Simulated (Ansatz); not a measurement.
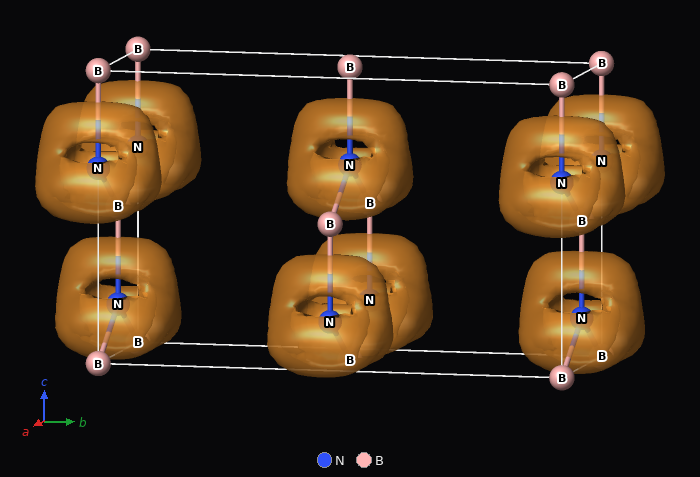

BN. Isosurface of the electron localisation function at 0.75 (orange), seen slightly off an axis. Core shells and regions of very low density are left out. Sticks mark near contacts.

Space group Fmm2; a structure from a database of computed crystals, not necessarily the ambient phase; computed pressure about 15 GPa in this cell.

Method: Kohn-Sham DFT of a periodic cell, HSE06, Ansatz PAW in Ansatz.

Identify the bonds, lone pairs and shells in this picture.

At this value the surface marks out four regions on N in which the atom's valence shell and bonds are merged, counted in one cell of 8 atoms. Regions shared between cells count once. Along the contacts the grid gives the following. B–N (1.41 Å): the ELF peaks at about 0.95 between the atoms (a polar covalent bond).
